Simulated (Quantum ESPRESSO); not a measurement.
Tm: band-structure run (part 1 of 3)

Tm (P6₃/mmc, 4 atoms in the cell), computed with Kohn-Sham DFT of a periodic cell, AM05, SSSP 1.3 efficiency PBE, spin-polarised (Quantum ESPRESSO 7.5).

The structure derives from a Materials Project entry.

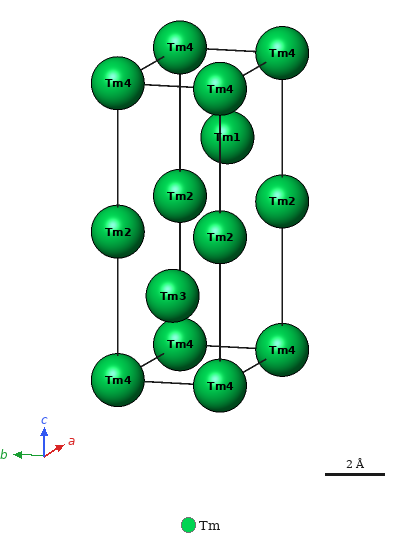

The structure (spheres-only view of the cell of the calculation, seen at an oblique angle; atoms are numbered from 1 in the order of the input).

Results in brief:

```csv
quantity,value
outcome,converged
space group (tolerance 0.01 Å),P6₃/mmc (194)
electrons treated,92
free energy,−50626.1824 eV
Fermi energy,13.448 eV
gap on the k-point mesh,none (metallic)
net moment of the cell,4.05 μB
integrated absolute moment,5.80 μB
pressure,0.92 GPa
largest force (length of the vector),under 0.001 eV/Å
hardware,"1 thread of Arm Neoverse V2, 24 GiB of memory available, shared host"
wall time,30 min
peak memory,1.4 GiB
```

Notes:

The record of the run, not the program, notes: potentials made for another functional. Notes on the run: eigenvalues not converged. Points of doubt noted for this run: coarse mesh; potentials made for another functional.

Input file:
```
&CONTROL
  calculation = 'scf'
  prefix = 'pwscf'
  outdir = './tmp'
  pseudo_dir = './pseudo'
  tprnfor = .true.
  tstress = .true.
  disk_io = 'low'
/
&SYSTEM
  ibrav = 0
  nat = 4
  ntyp = 1
  ecutwfc = 55
  ecutrho = 440
  nbnd = 63
  input_dft = 'XC-000I-000I-120L-135L-000I-000I'
  occupations = 'smearing'
  smearing = 'fd'
  degauss = 0.00367493
  nspin = 2
  starting_magnetization(1) = 0.087
/
&ELECTRONS
  conv_thr = 8d-10
  electron_maxstep = 120
  mixing_beta = 0.3
/
ATOMIC_SPECIES
Tm   168.9342 Tm.paw.z_23.atompaw.wentzcovitch.v1.2.upf
CELL_PARAMETERS angstrom
   3.5129903509    0.0000000000    0.0000000000
  -1.7564951754    3.0423388871    0.0000000000
   0.0000000000    0.0000000000   11.2474831900
ATOMIC_POSITIONS crystal
Tm     0.6666666667    0.3333333333    0.7500000000
Tm     0.0000000000    0.0000000000    0.5000000000
Tm     0.3333333333    0.6666666667    0.2500000000
Tm     0.0000000000    0.0000000000    0.0000000000
K_POINTS automatic
6 6 2 0 0 0
```

File pp_density.in:
```
&INPUTPP
  prefix = 'pwscf'
  outdir = './tmp'
  filplot = 'density.dat'
  plot_num = 0
/
&PLOT
  nfile = 1
  filepp(1) = 'density.dat'
  iflag = 3
  output_format = 6
  fileout = 'density.cube'
/
```

File pp_potential.in:
```
&INPUTPP
  prefix = 'pwscf'
  outdir = './tmp'
  filplot = 'potential.dat'
  plot_num = 11
/
&PLOT
  nfile = 1
  filepp(1) = 'potential.dat'
  iflag = 3
  output_format = 6
  fileout = 'potential.cube'
/
```

File pp_spin.in:
```
&INPUTPP
  prefix = 'pwscf'
  outdir = './tmp'
  filplot = 'spin.dat'
  plot_num = 6
/
&PLOT
  nfile = 1
  filepp(1) = 'spin.dat'
  iflag = 3
  output_format = 6
  fileout = 'spin.cube'
/
```

File bands.in:
```
&CONTROL
  calculation = 'bands'
  prefix = 'pwscf'
  outdir = './tmp'
  pseudo_dir = './pseudo'
  disk_io = 'low'
  verbosity = 'high'
/
&SYSTEM
  ibrav = 0
  nat = 4
  ntyp = 1
  ecutwfc = 55
  ecutrho = 440
  nbnd = 63
  input_dft = 'XC-000I-000I-120L-135L-000I-000I'
  occupations = 'smearing'
  smearing = 'fd'
  degauss = 0.00367493
  nspin = 2
  starting_magnetization(1) = 0.087
/
&ELECTRONS
  conv_thr = 1d-08
  electron_maxstep = 120
  mixing_beta = 0.3
  diago_full_acc = .true.
/
ATOMIC_SPECIES
Tm   168.9342 Tm.paw.z_23.atompaw.wentzcovitch.v1.2.upf
CELL_PARAMETERS angstrom
   3.5129903509    0.0000000000    0.0000000000
  -1.7564951754    3.0423388871    0.0000000000
   0.0000000000    0.0000000000   11.2474831900
ATOMIC_POSITIONS crystal
Tm     0.6666666667    0.3333333333    0.7500000000
Tm     0.0000000000    0.0000000000    0.5000000000
Tm     0.3333333333    0.6666666667    0.2500000000
Tm     0.0000000000    0.0000000000    0.0000000000
K_POINTS crystal
60
 0.0000000000  0.0000000000  0.0000000000 1
 0.0555555556  0.0000000000  0.0000000000 1
 0.1111111111  0.0000000000  0.0000000000 1
 0.1666666667  0.0000000000  0.0000000000 1
 0.2222222222  0.0000000000  0.0000000000 1
 0.2777777778  0.0000000000  0.0000000000 1
 0.3333333333  0.0000000000  0.0000000000 1
 0.3888888889  0.0000000000  0.0000000000 1
 0.4444444444  0.0000000000  0.0000000000 1
 0.5000000000  0.0000000000  0.0000000000 1
 0.4666666667  0.0666666667  0.0000000000 1
 0.4333333333  0.1333333333  0.0000000000 1
 0.4000000000  0.2000000000  0.0000000000 1
 0.3666666667  0.2666666667  0.0000000000 1
 0.3333333333  0.3333333333  0.0000000000 1
 0.3000000000  0.3000000000  0.0000000000 1
 0.2666666667  0.2666666667  0.0000000000 1
 0.2333333333  0.2333333333  0.0000000000 1
 0.2000000000  0.2000000000  0.0000000000 1
 0.1666666667  0.1666666667  0.0000000000 1
 0.1333333333  0.1333333333  0.0000000000 1
 0.1000000000  0.1000000000  0.0000000000 1
 0.0666666667  0.0666666667  0.0000000000 1
 0.0333333333  0.0333333333  0.0000000000 1
 0.0000000000  0.0000000000  0.0000000000 1
 0.0000000000  0.0000000000  0.2500000000 1
 0.0000000000  0.0000000000  0.5000000000 1
 0.0555555556  0.0000000000  0.5000000000 1
 0.1111111111  0.0000000000  0.5000000000 1
 0.1666666667  0.0000000000  0.5000000000 1
 0.2222222222  0.0000000000  0.5000000000 1
 0.2777777778  0.0000000000  0.5000000000 1
 0.3333333333  0.0000000000  0.5000000000 1
 0.3888888889  0.0000000000  0.5000000000 1
 0.4444444444  0.0000000000  0.5000000000 1
 0.5000000000  0.0000000000  0.5000000000 1
 0.4666666667  0.0666666667  0.5000000000 1
 0.4333333333  0.1333333333  0.5000000000 1
 0.4000000000  0.2000000000  0.5000000000 1
 0.3666666667  0.2666666667  0.5000000000 1
 0.3333333333  0.3333333333  0.5000000000 1
 0.3076923077  0.3076923077  0.5000000000 1
 0.2820512821  0.2820512821  0.5000000000 1
 0.2564102564  0.2564102564  0.5000000000 1
 0.2307692308  0.2307692308  0.5000000000 1
 0.2051282051  0.2051282051  0.5000000000 1
 0.1794871795  0.1794871795  0.5000000000 1
 0.1538461538  0.1538461538  0.5000000000 1
 0.1282051282  0.1282051282  0.5000000000 1
 0.1025641026  0.1025641026  0.5000000000 1
 0.0769230769  0.0769230769  0.5000000000 1
 0.0512820513  0.0512820513  0.5000000000 1
 0.0256410256  0.0256410256  0.5000000000 1
 0.0000000000  0.0000000000  0.5000000000 1
 0.5000000000  0.0000000000  0.5000000000 1
 0.5000000000  0.0000000000  0.2500000000 1
 0.5000000000  0.0000000000  0.0000000000 1
 0.3333333333  0.3333333333  0.0000000000 1
 0.3333333333  0.3333333333  0.2500000000 1
 0.3333333333  0.3333333333  0.5000000000 1
```

Launch command:
```bash
OMP_NUM_THREADS=1 pw.x -in pw.in > pw.out
OMP_NUM_THREADS=1 pp.x -in pp_density.in > pp_density.out
OMP_NUM_THREADS=1 pp.x -in pp_potential.in > pp_potential.out
OMP_NUM_THREADS=1 pp.x -in pp_spin.in > pp_spin.out
OMP_NUM_THREADS=1 pw.x -in bands.in > bands.out
```

Log:
```
This program is part of the open-source Quantum ESPRESSO suite
     for quantum simulation of materials; please cite
         "P. Giannozzi et al., J. Phys.:Condens. Matter 21 395502 (2009);
         "P. Giannozzi et al., J. Phys.:Condens. Matter 29 465901 (2017);
         "P. Giannozzi et al., J. Chem. Phys. 152 154105 (2020);
          URL
     in publications or presentations arising from this work. More details at

     file Tm.paw.z_23.atompaw.wentzcovitch.v1.2.upf: wavefunction(s)  6S 0P 5D 0D 4F 0F renormalized

     IMPORTANT: XC functional enforced from input :
     Exchange-correlation= XC-000I-000I-120L-135L-000I-000I
                           (   0   0 120 135   0   0   0)
     Any further DFT definition will be discarded
     Please, verify this is what you really want

     Message from routine setup:
     using ibrav=0 with symmetry is DISCOURAGED, use correct ibrav instead

     G-vector sticks info
     --------------------
     sticks:   dense  smooth     PW     G-vecs:    dense   smooth      PW
     Sum        1345     673    199               126429    44777    7237

     Using Slab Decomposition

     bravais-lattice index     =            0
     lattice parameter (alat)  =       6.6386  a.u.
     unit-cell volume          =     811.2160 (a.u.)^3
     number of atoms/cell      =            4
     number of atomic types    =            1
     number of electrons       =        92.00
     number of Kohn-Sham states=           63
     kinetic-energy cutoff     =      55.0000  Ry
     charge density cutoff     =     440.0000  Ry
     scf convergence threshold =      8.0E-10
     mixing beta               =       0.3000
     number of iterations used =            8  plain     mixing
     Exchange-correlation= XC-000I-000I-120L-135L-000I-000I
                           (   0   0 120 135   0   0   0)

     celldm(1)=   6.638590  celldm(2)=   0.000000  celldm(3)=   0.000000
     celldm(4)=   0.000000  celldm(5)=   0.000000  celldm(6)=   0.000000

     crystal axes: (cart. coord. in units of alat)
               a(1) = (   1.000000   0.000000   0.000000 )
               a(2) = (  -0.500000   0.866025   0.000000 )
               a(3) = (   0.000000   0.000000   3.201683 )

     reciprocal axes: (cart. coord. in units 2 pi/alat)
               b(1) = (  1.000000  0.577350 -0.000000 )
               b(2) = (  0.000000  1.154701  0.000000 )
               b(3) = (  0.000000 -0.000000  0.312336 )

     PseudoPot. # 1 for Tm read from file:
     Tm.paw.z_23.atompaw.wentzcovitch.v1.2.upf
     Pseudo is Projector augmented-wave + core cor, Zval = 23.0
     Generated using ATOMPAW code
     Shape of augmentation charge: BESSEL
     Using radial grid of 1116 points,  8 beta functions with:
                l(1) =   0
                l(2) =   0
                l(3) =   1
                l(4) =   1
                l(5) =   2
                l(6) =   2
                l(7) =   3
                l(8) =   3
     Q(r) pseudized with 0 coefficients

     atomic species   valence    mass     pseudopotential
     Tm               23.00   168.93420     Tm( 1.00)

     Starting magnetic structure
     atomic species   magnetization
     Tm              0.087

     24 Sym. Ops., with inversion, found (12 have fractional translation)

   Cartesian axes

     site n.     atom                  positions (alat units)
         1        Tm     tau(   1) = (   0.5000000   0.2886751   2.4012626  )
         2        Tm     tau(   2) = (   0.0000000   0.0000000   1.6008417  )
         3        Tm     tau(   3) = (  -0.0000000   0.5773503   0.8004209  )
         4        Tm     tau(   4) = (   0.0000000   0.0000000   0.0000000  )

     number of k points=    14  Fermi-Dirac smearing, width (Ry)=  0.0037
                       cart. coord. in units 2pi/alat
        k(    1) = (   0.0000000   0.0000000   0.0000000), wk =   0.0138889
        k(    2) = (   0.0000000   0.0000000  -0.1561678), wk =   0.0138889
        k(    3) = (   0.0000000   0.1924501   0.0000000), wk =   0.0833333
        k(    4) = (   0.0000000   0.1924501  -0.1561678), wk =   0.0833333
        k(    5) = (   0.0000000   0.3849002   0.0000000), wk =   0.0833333
        k(    6) = (   0.0000000   0.3849002  -0.1561678), wk =   0.0833333
        k(    7) = (   0.0000000  -0.5773503   0.0000000), wk =   0.0416667
        k(    8) = (   0.0000000  -0.5773503  -0.1561678), wk =   0.0416667
        k(    9) = (   0.1666667   0.2886751   0.0000000), wk =   0.0833333
        k(   10) = (   0.1666667   0.2886751  -0.1561678), wk =   0.0833333
        k(   11) = (   0.1666667   0.4811252   0.0000000), wk =   0.1666667
        k(   12) = (   0.1666667   0.4811252  -0.1561678), wk =   0.1666667
        k(   13) = (   0.3333333   0.5773503   0.0000000), wk =   0.0277778
        k(   14) = (   0.3333333   0.5773503  -0.1561678), wk =   0.0277778

     Dense  grid:   126429 G-vectors     FFT dimensions: (  45,  45, 144)

     Smooth grid:    44777 G-vectors     FFT dimensions: (  32,  32, 108)

     WARNING: libxc functional with ID  120 depends
      on external parameters: check the user_guide of
      QE if you need to modify them or to check their
      default values.

     WARNING: libxc functional with ID  135 depends
      on external parameters: check the user_guide of
      QE if you need to modify them or to check their
      default values.
     Generating pointlists ...
     new r_m :   0.4071 (alat units)  2.7026 (a.u.) for type    1

     Initial potential from superposition of free atoms

     starting charge      91.9825, renormalised to      92.0000
     Starting wfcs are  128 randomized atomic wfcs

     Self-consistent Calculation

     iteration #  1     ecut=    55.00 Ry     beta= 0.30
     Davidson diagonalization with overlap
     ethr =  1.00E-02,  avg # of iterations =  2.4

     total energy              =   -3717.04567875 Ry
     estimated scf accuracy    <       6.02074027 Ry

     total magnetization       =     0.62 Bohr mag/cell
     absolute magnetization    =     0.62 Bohr mag/cell

     iteration #  2     ecut=    55.00 Ry     beta= 0.30
     Davidson diagonalization with overlap
     ethr =  6.54E-03,  avg # of iterations =  6.1

     total energy              =   -3712.32942465 Ry
     estimated scf accuracy    <      93.04772751 Ry

     total magnetization       =    16.04 Bohr mag/cell
     absolute magnetization    =    16.07 Bohr mag/cell

     iteration #  3     ecut=    55.00 Ry     beta= 0.30
     Davidson diagonalization with overlap
     ethr =  6.54E-03,  avg # of iterations =  3.2

     total energy              =   -3720.93971504 Ry
     estimated scf accuracy    <       4.87212177 Ry

     total magnetization       =     5.14 Bohr mag/cell
     absolute magnetization    =     5.14 Bohr mag/cell

     iteration #  4     ecut=    55.00 Ry     beta= 0.30
     Davidson diagonalization with overlap
     ethr =  5.30E-03,  avg # of iterations =  1.0

     total energy              =   -3720.45622850 Ry
     estimated scf accuracy    <       1.74790457 Ry

     total magnetization       =     2.74 Bohr mag/cell
     absolute magnetization    =     2.74 Bohr mag/cell

     iteration #  5     ecut=    55.00 Ry     beta= 0.30
     Davidson diagonalization with overlap
     ethr =  1.90E-03,  avg # of iterations =  2.0

     total energy              =   -3720.27740646 Ry
     estimated scf accuracy    <      42.04300732 Ry

     total magnetization       =    11.78 Bohr mag/cell
     absolute magnetization    =    11.82 Bohr mag/cell

     iteration #  6     ecut=    55.00 Ry     beta= 0.30
     Davidson diagonalization with overlap
     ethr =  1.90E-03,  avg # of iterations =  1.0

     total energy              =   -3720.93611423 Ry
     estimated scf accuracy    <       0.43175196 Ry

     total magnetization       =     4.91 Bohr mag/cell
     absolute magnetization    =     4.91 Bohr mag/cell

     iteration #  7     ecut=    55.00 Ry     beta= 0.30
     Davidson diagonalization with overlap
     ethr =  4.69E-04,  avg # of iterations =  1.1

     total energy              =   -3720.95388490 Ry
     estimated scf accuracy    <       0.52111798 Ry

     total magnetization       =     4.51 Bohr mag/cell
     absolute magnetization    =     4.51 Bohr mag/cell

     iteration #  8     ecut=    55.00 Ry     beta= 0.30
     Davidson diagonalization with overlap
     ethr =  4.69E-04,  avg # of iterations =  1.0

     total energy              =   -3720.93795107 Ry
     estimated scf accuracy    <       0.73411276 Ry

     total magnetization       =     3.42 Bohr mag/cell
     absolute magnetization    =     3.67 Bohr mag/cell

     iteration #  9     ecut=    55.00 Ry     beta= 0.30
     Davidson diagonalization with overlap
     ethr =  4.69E-04,  avg # of iterations =  1.0

     total energy              =   -3720.96292942 Ry
     estimated scf accuracy    <       1.80625306 Ry

     total magnetization       =     5.05 Bohr mag/cell
     absolute magnetization    =     5.24 Bohr mag/cell

     iteration # 10     ecut=    55.00 Ry     beta= 0.30
     Davidson diagonalization with overlap
     ethr =  4.69E-04,  avg # of iterations =  1.0

     total energy              =   -3720.95141484 Ry
     estimated scf accuracy    <       2.23357110 Ry

     total magnetization       =     5.59 Bohr mag/cell
     absolute magnetization    =     5.84 Bohr mag/cell

     iteration # 11     ecut=    55.00 Ry     beta= 0.30
     Davidson diagonalization with overlap
     ethr =  4.69E-04,  avg # of iterations =  1.0

     total energy              =   -3720.95822516 Ry
     estimated scf accuracy    <       0.59051866 Ry

     total magnetization       =     5.00 Bohr mag/cell
     absolute magnetization    =     5.31 Bohr mag/cell

     iteration # 12     ecut=    55.00 Ry     beta= 0.30
     Davidson diagonalization with overlap
     ethr =  4.69E-04,  avg # of iterations =  1.0

     total energy              =   -3720.94930126 Ry
     estimated scf accuracy    <       0.73823858 Ry

     total magnetization       =     5.36 Bohr mag/cell
     absolute magnetization    =     5.88 Bohr mag/cell

     iteration # 13     ecut=    55.00 Ry     beta= 0.30
     Davidson diagonalization with overlap
     ethr =  4.69E-04,  avg # of iterations =  1.0

     total energy              =   -3720.95527356 Ry
     estimated scf accuracy    <       0.15816498 Ry

     total magnetization       =     4.93 Bohr mag/cell
     absolute magnetization    =     5.57 Bohr mag/cell

     iteration # 14     ecut=    55.00 Ry     beta= 0.30
     Davidson diagonalization with overlap
     ethr =  1.72E-04,  avg # of iterations =  1.0

     total energy              =   -3720.95324051 Ry
     estimated scf accuracy    <       0.26265772 Ry

     total magnetization       =     4.70 Bohr mag/cell
     absolute magnetization    =     5.44 Bohr mag/cell

     iteration # 15     ecut=    55.00 Ry     beta= 0.30
     Davidson diagonalization with overlap
     ethr =  1.72E-04,  avg # of iterations =  1.0

     total energy              =   -3720.95474686 Ry
     estimated scf accuracy    <       0.00514936 Ry

     total magnetization       =     4.44 Bohr mag/cell
     absolute magnetization    =     5.32 Bohr mag/cell

     iteration # 16     ecut=    55.00 Ry     beta= 0.30
     Davidson diagonalization with overlap
     ethr =  5.60E-06,  avg # of iterations =  3.6

     total energy              =   -3720.95500508 Ry
     estimated scf accuracy    <       0.00099453 Ry

     total magnetization       =     4.52 Bohr mag/cell
     absolute magnetization    =     5.41 Bohr mag/cell

     iteration # 17     ecut=    55.00 Ry     beta= 0.30
     Davidson diagonalization with overlap
     ethr =  1.08E-06,  avg # of iterations =  2.8

     total energy              =   -3720.95529632 Ry
     estimated scf accuracy    <       0.00090719 Ry

     total magnetization       =     4.38 Bohr mag/cell
     absolute magnetization    =     5.48 Bohr mag/cell

     iteration # 18     ecut=    55.00 Ry     beta= 0.30
     Davidson diagonalization with overlap
     ethr =  9.86E-07,  avg # of iterations =  1.4

     total energy              =   -3720.95547892 Ry
     estimated scf accuracy    <       0.00582100 Ry

     total magnetization       =     4.29 Bohr mag/cell
     absolute magnetization    =     5.58 Bohr mag/cell
```
